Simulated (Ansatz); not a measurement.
# CuH5: what the fields show

The calculation's input:

```
crystal:
  lattice:
    - [0.0, 2.4324794291, 2.4324794291]
    - [2.4324794291, 0.0, 2.4324794291]
    - [2.4324794291, 2.4324794291, 0.0]
  atoms:
    - { symbol: Cu, position: [0.0, 0.0, 0.0] }
    - { symbol: H, position: [0.75, 0.75, 0.75] }
    - { symbol: H, position: [0.3998812265, 0.3998812265, 0.8003563206] }
    - { symbol: H, position: [0.3998812265, 0.8003563206, 0.3998812265] }
    - { symbol: H, position: [0.8003563206, 0.3998812265, 0.3998812265] }
    - { symbol: H, position: [0.3998812265, 0.3998812265, 0.3998812265] }
basis:
  ecutwfc: 420
kpoints:
  mp_grid: { grid: [14, 14, 14] }
hamiltonian:
  xc: pbe
scf:
  occupations: { method: gaussian, width: 0.1 }
output:
  forces: true
  stress: true
  eigenvalues: true
  write_density: true
  write_potential: true
  elf: true
  volumetric_format: npy
relax:
  adjacent_minimum: "off"
  f_tol: 0.01
  max_steps: 80
  cell: { stress_tol: 0.05 }
```

Launched as:

```sh
ansatz run input.yaml --threads 1 --pin off --max-ram 2048MiB --backend cpu --events-out ev --progress --plain --runs-dir out
```

Below, planes, directions and counts refer to the conventional cell (a = 4.86 Å, b = 4.86 Å, c = 4.86 Å, α = 90.00°, β = 90.00°, γ = 90.00°).

The fields are those of the run's last geometry, not of the input's.

Space group F-43m; a structure generated by program, which may or may not match a known phase; computed without spin polarisation.

Computed with Ansatz 0.2.0, DFT PBE, scalar-relativistic, plane waves, PAW.

In a PAW calculation such maps are meaningful between the atoms, not at the nuclei.

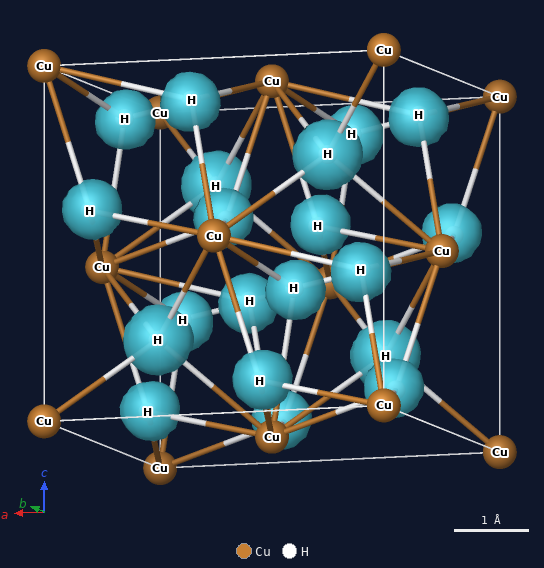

Figure 1. Isosurface of the electron localisation function at 0.85 (cyan), seen at an oblique angle. Core shells and regions of very low density are left out. Sticks mark near contacts.

Q: Where are the electrons localised?

A: The ELF exceeds this value in 20 regions around hydrogen nuclei, counted in one cell of 24 atoms. Regions shared between cells count once. Along the contacts the grid gives the following. Cu–H (2.06 Å): the ELF climbs to about 1 towards the hydrogen. Cu–H (2.10 Å): the ELF climbs to about 1 towards the hydrogen.

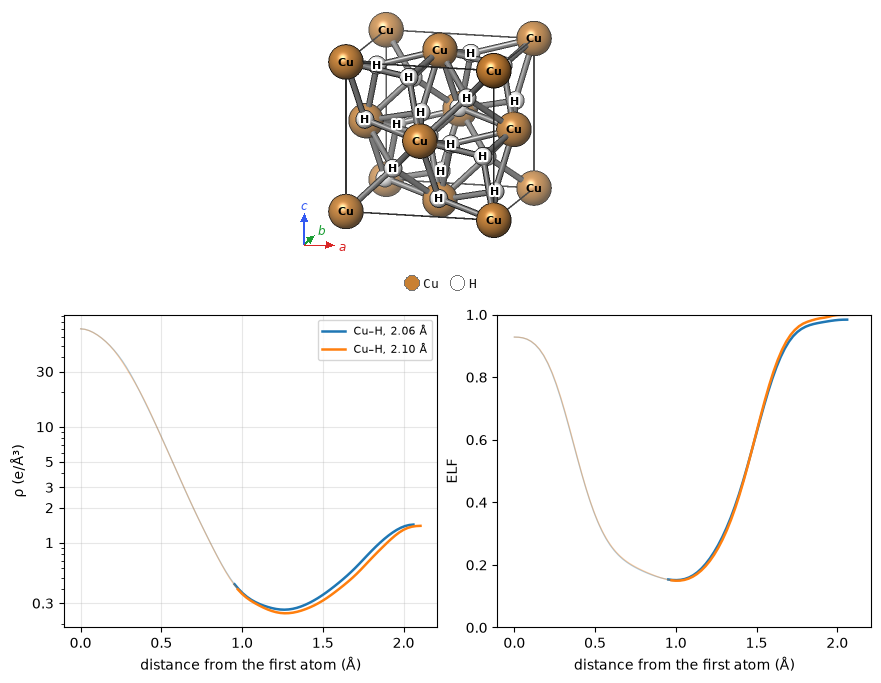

Figure 2. Valence charge density (pseudo) and ELF along straight lines between neighbouring atoms. Thin, pale parts lie inside the atomic spheres. The structure is drawn too.

Q: What can be read from the curves?

A: Cu–H (2.06 Å): ρ is about 0.34 e/Å³ halfway; the ELF climbs to about 1 towards the hydrogen.
Cu–H (2.10 Å): ρ is about 0.32 e/Å³ halfway; the ELF climbs to about 1 towards the hydrogen.

Q: Does the calculation make it a metal, or give it a gap?

A: It is metallic or semimetallic at this level of theory: no gap opens.
